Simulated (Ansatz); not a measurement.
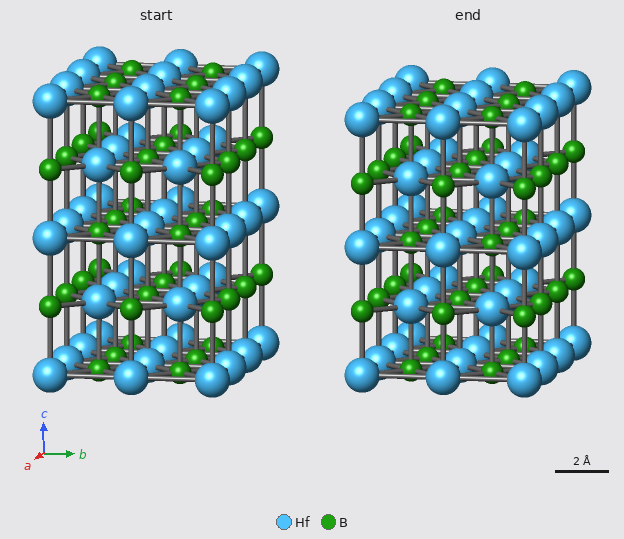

The structure of solid HfB (set up in I4/mmm) before (left) and after (right) a relaxation, at one scale.

A ball-and-stick model of the conventional cell (2 times the calculation's cell), repeated 3 × 2 × 2 with one cell outlined, seen slightly off an axis. Lengths and directions refer to the drawn axes.

Case: film's bulk on the substrate's plane, third vector and atoms relaxed.

Method: DFT PBE, scalar-relativistic, plane waves, PAW in Ansatz.

The input:
```yaml
crystal:
  lattice:
    - [3.1644852965, 0.0, 0.0]
    - [0.0, 3.1644852965, 0.0]
    - [1.5822426483, 1.5822426483, 2.6510793645]
  atoms:
    - { symbol: Hf, position: [0.0, 0.0, 0.0] }
    - { symbol: B, position: [0.5, 0.5, 0.0] }
basis:
  ecutwfc: 420
kpoints:
  mp_grid: { grid: [11, 11, 13] }
hamiltonian:
  xc: pbe
scf:
  occupations: { method: gaussian, width: 0.1 }
output:
  forces: true
  stress: true
  eigenvalues: true
relax:
  adjacent_minimum: "off"
  f_tol: 0.01
  max_steps: 50
  cell: { fix: [a, b, gamma], stress_tol: 0.1 }
```

Launched with:
```bash
ansatz run input.yaml --threads 2 --pin off --max-ram 5120MiB --backend cpu --events-out ev --progress --plain --runs-dir out
```

Question: Describe what moved and what it gained.

Answer: No atom moves by more than 0.005 Å relative to the cell. Cell: a = b unchanged at 3.164 Å, c 5.302 → 4.943 Å (−6.8 %). Volume −6.8 %. Among the contacts that change: Hf1–B2 2.651 → 2.472 Å, Hf1–Hf1 3.469 → 3.334 Å. The space group stays I4/mmm (No. 139). The energy falls by 0.129 eV per cell of the calculation in 4 accepted moves (5 points after the start). All forces vanish by symmetry, so only the cell relaxes. The pressure goes from 20.77 to 32.09 GPa. At 1 point the geometry stayed and the basis and grid were re-selected for the new cell (energy shift of 0.9 meV per cell of the calculation at most each time).
